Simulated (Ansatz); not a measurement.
Geometry relaxation of Ti₄H (part 1 of 2)

- system: Ti₄H (slab, 5 atoms in the cell)
- method: DFT r2SCAN, scalar-relativistic, plane waves, PAW, no spin polarisation (Ansatz 0.2.0)

The structure derives from an entry of the Crystallography Open Database. The input holds or restrains some coordinates. Forces given for the steps count only the free coordinates. It belongs to a series of runs on one base structure; here: H put at a bridge Ti-Ti site. Figures and captions count atoms from 1; the log counts them from 0 in places.

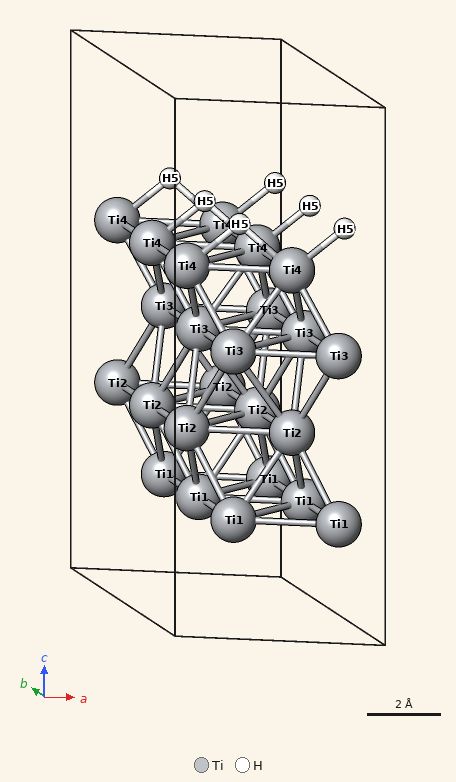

The starting structure (ball-and-stick view of the 2 × 3 repeat of the cell, with the vacuum cut short, seen slightly off an axis; atoms are numbered from 1 in the order of the input). An atom can appear more than once, as a periodic image.

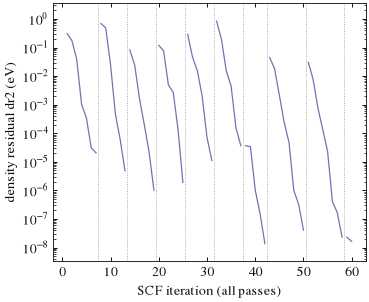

Convergence of the self-consistent field: density residual dr2 against the SCF iteration. Dotted lines part the SCF passes that the log prints in full.

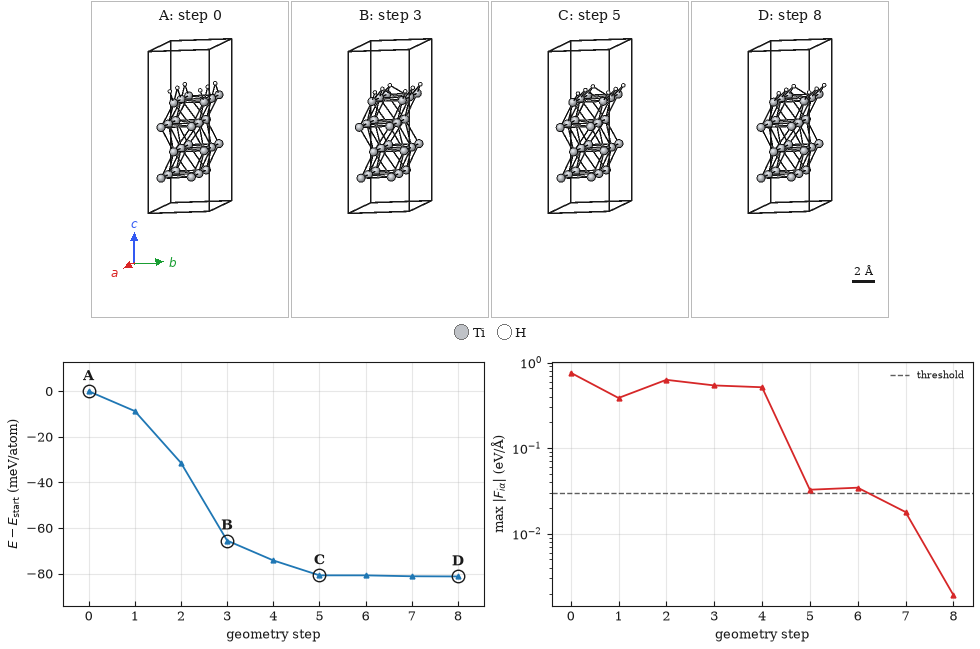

Frames of the restrained relaxation (ball-and-stick view of the 3 × 2 repeat of the cell, with the vacuum cut short, seen slightly off an axis) above the curves, on which the letters mark them (the first geometry is step 0 here and step 1 in the log).

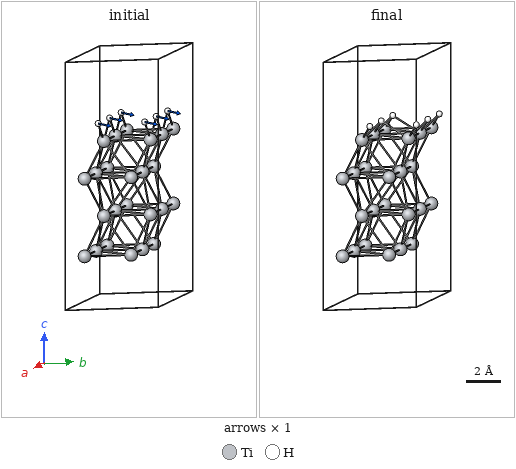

Before (left) and after (right) the restrained relaxation, at one scale (ball-and-stick view of the 3 × 2 repeat of the cell, with the vacuum cut short, seen slightly off an axis). The blue arrows give the displacements, at true length. H5 moves most: 0.86 Å. Largest moves by element: H 0.86 Å, Ti 0.07 Å. The cell stays as it was. Among the contacts that change: Ti4–H5 2.829 → 1.975 Å, Ti3–Ti4 2.741 → 2.788 Å, Ti2–Ti3 2.949 → 2.960 Å. New bonds form: Ti4–H5 (2.83 → 1.98 Å). Among the angles that change: Ti4–H5–Ti4 99.6° → 96.0°. The energy falls by 81.2 meV per atom in 8 geometry steps. Largest force component: 0.76 eV/Å at the start, 0.0019 eV/Å at the end. (Atoms are counted from 1 in the order of the input.)

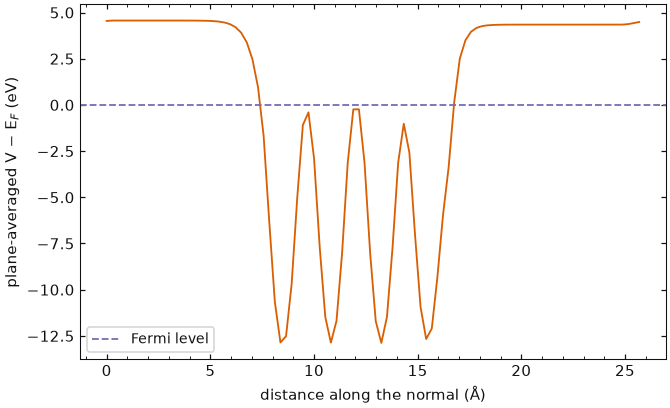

Plane average of the electrostatic potential energy of an electron across the cell, from the Fermi level. The vacuum level lies 4.35 eV above the Fermi level on the upper side and 4.57 eV on the lower.

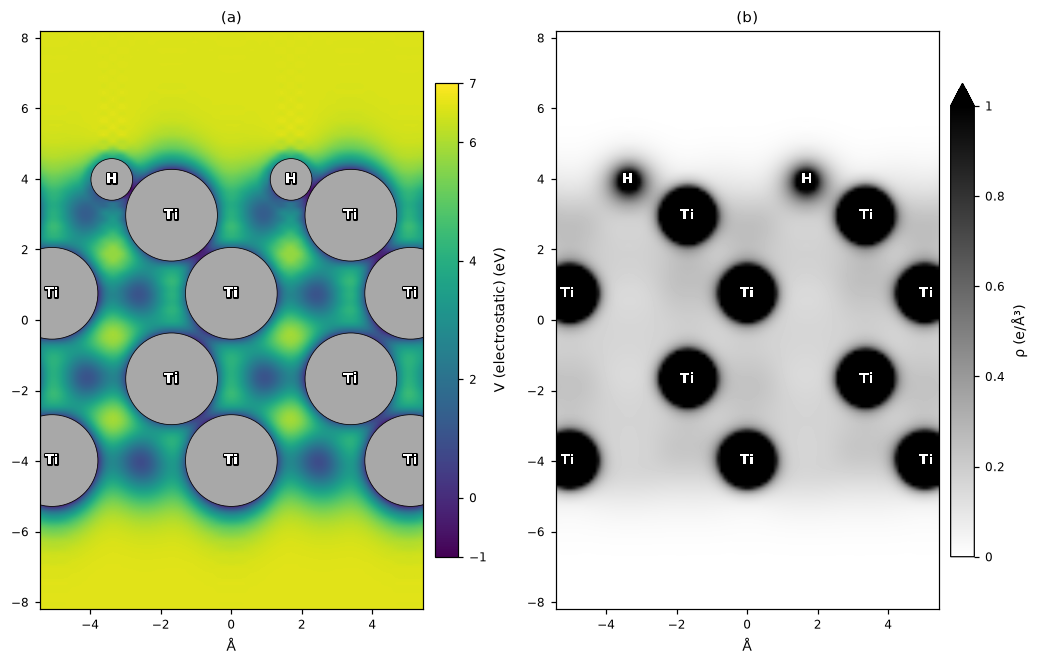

(a) electrostatic potential energy of an electron; (b) valence electron density on the (110) plane of the calculation cell, a cut from vacuum to vacuum. Grey discs, where drawn, cover atomic cores. Ti–H (1.98 Å): ρ at the midpoint is about 0.4 e/Å³, with its minimum of 0.33 e/Å³ about 1.1 Å from Ti. Ti–Ti (2.79 Å): ρ is about 0.21 e/Å³ halfway. Ti–Ti (2.87 Å): ρ at the midpoint is about 0.2 e/Å³. Ti–Ti (2.96 Å): ρ at the midpoint is about 0.18 e/Å³. The density dies away to nearly zero in the vacuum. The fields are those of the smooth PAW valence density.

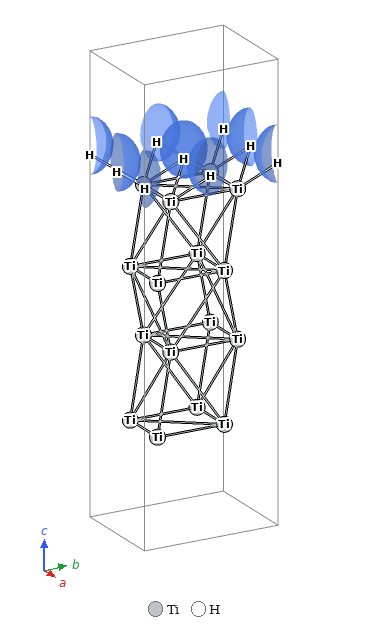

Isosurface of the ELF at 0.9 (blue), seen slightly off an axis. Core shells and regions of very low density are left out. Sticks mark near contacts. The ELF exceeds this value in one region around a hydrogen nucleus, counted in one cell of 5 atoms. Along the contacts the grid gives the following. Ti–H (1.98 Å): the ELF climbs to about 1 towards the hydrogen, as it does in any bond to H. Ti–Ti (2.79 Å): the ELF is about 0.20 at the midpoint; no localised pair between them.

These pictures come from the run below.

**The input**
```yaml
crystal:
  lattice:
    - [2.9357969427, 0.0, 0.0]
    - [-1.4678984714, 2.5424747328, 0.0]
    - [0.0, 0.0, 25.9542893585]
  atoms:
    - { symbol: Ti, position: [0.6666666667, 0.3333333333, 0.3274988532] }
    - { symbol: Ti, position: [0.3333333333, 0.6666666667, 0.4168134332] }
    - { symbol: Ti, position: [0.6666666667, 0.3333333333, 0.5098111355] }
    - { symbol: Ti, position: [0.3333333333, 0.6666666667, 0.5928273832] }
    - { symbol: H, position: [-0.1666666667, -0.3333333333, 0.6406036865] }
basis:
  ecutwfc: 500
kpoints:
  mp_grid: { grid: [12, 12, 1] }
hamiltonian:
  xc: r2scan
scf:
  occupations: { method: gaussian, width: 0.1 }
output:
  forces: true
  eigenvalues: true
  write_density: true
  write_potential: true
  elf: true
  volumetric_format: npy
relax:
  adjacent_minimum: "off"
  f_tol: 0.03
  max_steps: 70
  constraints: [{ sites: [0, 1] }]
efield:
  axis: 3
  dipole_correction: true
  ramp_width: 0.04
```

Command:
```bash
ansatz run input.yaml --threads 1 --pin off --max-ram 2560MiB --backend cpu --events-out ev --progress --plain --runs-dir out
```

**The program's output**
```
Engine: ansatz 0.2.0, x86_64-unknown-linux-gnu
Pseudopotentials: kind: paw
Pseudopotential: Ti, paw, valence charge 12, recommended cutoff 500 eV (meta_gga), Ti.paw.azcp
Pseudopotential: H, paw, valence charge 1, recommended cutoff 500 eV (meta_gga), H.paw.azcp
Functional definition: r2SCAN
  parameter k0 = 0.174
  parameter k1 = 0.065
  parameter a1 = 4.9479
  exchange = r2scan_x(k0 = k0, k1 = k1, a1 = a1)
  correlation = r2scan_c
Crystal: 5 atoms, lattice volume = 193.728 Å³
Basis set: ecut = 500 eV, 4991 PW (Γ), exchange–correlation on 96×96×768 points (64 copies of the dense FFT grid, shifted against one another)
Bands: 30, of which v1, the nominal top of the filled ones, is band 25 counted from 1 (24 counted from 0)
Symmetry: 2 space group operations
Space group: Cm (ITA 8), of the structure as read, at distance tolerance 5.8e-5 Å
k-points: 43 of 144 (time reversal used)
Non-local potential: Ti, projectors of the file, l = 0: 3, l = 1: 2, l = 2: 3, l = 3: 1
Non-local potential: H, projectors of the file, l = 0: 2, l = 1: 1
PAW form: soft (Blöchl's): semilocal exchange-correlation on the pseudo side does not see the compensation charge
PAW frozen core: Ti, regenerated for the run's functional (the file was generated under x = pbe(κ = 0.804, μ = 0.2195149727645171), c = pbe(β = 0.06672455060314922))
PAW one-centre angular grid: Ti, 590 points (default); XC on 160 Gauss nodes
PAW one-centre angular grid: H, 302 points (default); XC on 160 Gauss nodes
Initial density: superposition of atomic densities (neutral atoms: chi_scale 0, normalization atom), corrected by the library's trained network
Initial wavefunctions: pseudopotential atomic-orbital guess
Functional: x = r2scan, c = r2scan; τ floored in thin density (d = 2e-4 eV/Å³)
SCF iter   1: F=—  HF=-10032.179239 eV  |F-HF|=—  |Δ(HF+E_count)|=         —  Δρ=1.15e-2  dr2=3.09e-1  dr2_τ=3.56e-2  ethr=1.77e-3  p=-0.012 e·Å  D=-1.09e-2 V/Å  ΔV_dip=0.28 eV  dr2_dipole=9.03e-3  V_vac-E_F(+/−)=4.22/3.93 eV  ⟨swp⟩=8.1  Hψ=6147  notcnv=0
efield: sawtooth ramp at fractional position 0.9641 (placed from the atoms, in the widest stretch of the axis that holds none; the zero of the levels goes with the place), width 0.0400; the density the first Hamiltonian is built on has a dipole p = -0.012 e·Å; the dipole correction subtracts the counter field D = -1.09e-2 V/Å, which shifts the + side's vacuum level by +0.28 eV against the − side's; the planar-averaged density in the ramp window peaks in size at 3.0e-5 e/Å³
preconditioner: auto → LDOS  [metal: Δε(μ)=0.010 eV  Ē_g=2.841 eV  σ=0.100 eV  W_gap=0.05  n_scr=16 (ndim 8)  ℏωp=11.0 eV  f_vac=0.562  D(μ)=6.54/eV (n_scr^D=26)  β→1.0]
SCF iter   2: F=—  HF=-10032.245671 eV  |F-HF|=—  |Δ(HF+E_count)|=   6.64e-2  Δρ=8.57e-3  dr2=1.75e-1  dr2_τ=1.16e-2  ethr=6.30e-4  p=-0.019 e·Å  D=-1.75e-2 V/Å  ΔV_dip=0.45 eV  dr2_dipole=2.76e-2  V_vac-E_F(+/−)=4.91/4.45 eV  ⟨swp⟩=3.2  Hψ=3153  notcnv=0  defer=8
SCF iter   3: F=—  HF=-10032.237097 eV  |F-HF|=—  |Δ(HF+E_count)|=   8.57e-3  Δρ=1.69e-3  dr2=3.83e-2  dr2_τ=1.13e-4  ethr=3.57e-4  p=-0.014 e·Å  D=-1.33e-2 V/Å  ΔV_dip=0.35 eV  dr2_dipole=1.78e-2  V_vac-E_F(+/−)=4.74/4.40 eV  ⟨swp⟩=3.3  Hψ=2869  notcnv=0  defer=8
SCF iter   4: F=—  HF=-10032.238078 eV  |F-HF|=—  |Δ(HF+E_count)|=   9.81e-4  Δρ=6.72e-4  dr2=1.04e-3  dr2_τ=6.55e-5  ethr=7.82e-5  p=-0.009 e·Å  D=-8.52e-3 V/Å  ΔV_dip=0.22 eV  dr2_dipole=8.49e-8  V_vac-E_F(+/−)=4.76/4.54 eV  ⟨swp⟩=2.0  Hψ=1485  notcnv=0  defer=8
SCF iter   5: F=—  HF=-10032.238392 eV  |F-HF|=—  |Δ(HF+E_count)|=   3.13e-4  Δρ=2.45e-4  dr2=3.42e-4  dr2_τ=1.09e-5  ethr=2.11e-6  p=-0.009 e·Å  D=-8.25e-3 V/Å  ΔV_dip=0.21 eV  dr2_dipole=3.79e-5  V_vac-E_F(+/−)=4.76/4.55 eV  ⟨swp⟩=3.0  Hψ=2354  notcnv=0  defer=8
SCF iter   6: F=—  HF=-10032.238409 eV  |F-HF|=—  |Δ(HF+E_count)|=   1.78e-5  Δρ=1.02e-4  dr2=3.10e-5  dr2_τ=4.42e-7  ethr=6.98e-7  p=-0.009 e·Å  D=-7.98e-3 V/Å  ΔV_dip=0.21 eV  dr2_dipole=5.35e-9  V_vac-E_F(+/−)=4.76/4.55 eV  ⟨swp⟩=2.1  Hψ=1656  notcnv=0  defer=8
SCF iter   7: F=-10032.238455 eV  HF=-10032.238470 eV  |F-HF|=1.54e-5  |Δ(HF+E_count)|=   6.09e-5  Δρ=5.44e-5  dr2=2.07e-5  dr2_τ=3.32e-7  ethr=4.59e-8  p=-0.008 e·Å  D=-7.48e-3 V/Å  ΔV_dip=0.19 eV  dr2_dipole=1.97e-6  V_vac-E_F(+/−)=4.76/4.57 eV  ⟨swp⟩=18.6  Hψ=13538  notcnv=0
SCF 1 converged in 7 iterations: F = -10032.238455 eV  dr2 = 2.07e-5
  greatest PAW one-centre occupation: 1.001 electrons in one spin orbital (limit 2), on the Ti atom at site 3 (counted from 0), in its partial waves of l = 1
relax step   1: F+E_penalty+E_count = -10032.23845503 eV  Δ(F+E_penalty+E_count) = +0.000e0 eV  max|allowed force component| = 7.613e-1 eV/Å  Δτ_max = 0.0000 Å  (7 SCF iters, dr2 threshold 2.25e-5 eV, accepted)
Initial density: handed on by an earlier stage of this run
Initial wavefunctions: those handed on with the density
iter 1 solved again at ethr=1.43e-3 eV; its pass at ethr=3.10e-3 eV (dr2=7.00e-1 eV) is discarded
SCF iter   1: F=—  HF=-10031.928689 eV  |F-HF|=—  |Δ(HF+E_count)|=         —  Δρ=9.03e-3  dr2=7.01e-1  dr2_τ=9.91e-1  ethr=1.43e-3  p=-0.008 e·Å  D=-7.48e-3 V/Å  ΔV_dip=0.19 eV  dr2_dipole=1.55e-2  V_vac-E_F(+/−)=4.74/4.55 eV  ⟨swp⟩=1.4  Hψ=5168  notcnv=0  defer=4
efield: sawtooth ramp at fractional position 0.9641 (handed on by an earlier solve), width 0.0400; the density the first Hamiltonian is built on has a dipole p = -0.008 e·Å; the dipole correction subtracts the counter field D = -7.48e-3 V/Å, which shifts the + side's vacuum level by +0.19 eV against the − side's; the planar-averaged density in the ramp window peaks in size at 2.2e-6 e/Å³
preconditioner: auto → LDOS  [metal: Δε(μ)=0.013 eV  Ē_g=2.775 eV  σ=0.100 eV  W_gap=0.07  n_scr=16 (ndim 8)  ℏωp=11.0 eV  f_vac=0.558  D(μ)=6.19/eV (n_scr^D=18)  β→1.0]
SCF iter   2: F=—  HF=-10032.303481 eV  |F-HF|=—  |Δ(HF+E_count)|=   3.75e-1  Δρ=7.07e-3  dr2=4.92e-1  dr2_τ=1.17e-2  ethr=1.43e-3  p=-0.001 e·Å  D=-1.08e-3 V/Å  ΔV_dip=0.03 eV  dr2_dipole=4.19e-3  V_vac-E_F(+/−)=4.61/4.58 eV  ⟨swp⟩=3.0  Hψ=2158  notcnv=0  defer=5
SCF iter   3: F=—  HF=-10032.282777 eV  |F-HF|=—  |Δ(HF+E_count)|=   2.07e-2  Δρ=1.96e-3  dr2=2.57e-2  dr2_τ=4.48e-4  ethr=1.00e-3  p=0.003 e·Å  D=2.52e-3 V/Å  ΔV_dip=-0.07 eV  dr2_dipole=4.56e-3  V_vac-E_F(+/−)=4.50/4.57 eV  ⟨swp⟩=2.2  Hψ=1871  notcnv=0  defer=7
SCF iter   4: F=—  HF=-10032.281860 eV  |F-HF|=—  |Δ(HF+E_count)|=   9.17e-4  Δρ=4.38e-4  dr2=4.83e-4  dr2_τ=8.27e-5  ethr=5.25e-5  p=0.004 e·Å  D=3.56e-3 V/Å  ΔV_dip=-0.09 eV  dr2_dipole=7.65e-5  V_vac-E_F(+/−)=4.47/4.56 eV  ⟨swp⟩=2.0  Hψ=1687  notcnv=0  defer=6
SCF iter   5: F=—  HF=-10032.281969 eV  |F-HF|=—  |Δ(HF+E_count)|=   1.09e-4  Δρ=1.37e-4  dr2=6.07e-5  dr2_τ=2.66e-6  ethr=9.85e-7  p=0.004 e·Å  D=4.18e-3 V/Å  ΔV_dip=-0.11 eV  dr2_dipole=1.43e-6  V_vac-E_F(+/−)=4.45/4.56 eV  ⟨swp⟩=3.2  Hψ=2585  notcnv=0  defer=5
SCF iter   6: F=-10032.281980 eV  HF=-10032.281980 eV  |F-HF|=3.76e-7  |Δ(HF+E_count)|=   1.12e-5  Δρ=4.40e-5  dr2=4.87e-6  dr2_τ=2.69e-7  ethr=7.39e-8  p=0.005 e·Å  D=4.27e-3 V/Å  ΔV_dip=-0.11 eV  dr2_dipole=1.33e-7  V_vac-E_F(+/−)=4.45/4.56 eV  ⟨swp⟩=18.3  Hψ=13853  notcnv=0
SCF 2 converged in 6 iterations: F = -10032.281980 eV  dr2 = 4.87e-6
[... from here on the iterations of each SCF are left out, up to the last one ...]
relax step   2: F+E_penalty+E_count = -10032.28198006 eV  Δ(F+E_penalty+E_count) = -4.353e-2 eV  max|allowed force component| = 3.856e-1 eV/Å  Δτ_max = 0.1131 Å  (6 SCF iters, dr2 threshold 3.62e-5 eV, accepted)
efield: sawtooth ramp at fractional position 0.9641 (handed on by an earlier solve), width 0.0400; the density the first Hamiltonian is built on has a dipole p = 0.005 e·Å; the dipole correction subtracts the counter field D = 4.27e-3 V/Å, which shifts the + side's vacuum level by -0.11 eV against the − side's; the planar-averaged density in the ramp window peaks in size at 1.8e-6 e/Å³
preconditioner: auto → LDOS  [metal: Δε(μ)=0.003 eV  Ē_g=2.783 eV  σ=0.100 eV  W_gap=0.02  n_scr=16 (ndim 8)  ℏωp=11.0 eV  f_vac=0.560  D(μ)=6.45/eV (n_scr^D=20)  β→1.0]
SCF 3 converged in 6 iterations: F = -10032.395420 eV  dr2 = 1.01e-6
```
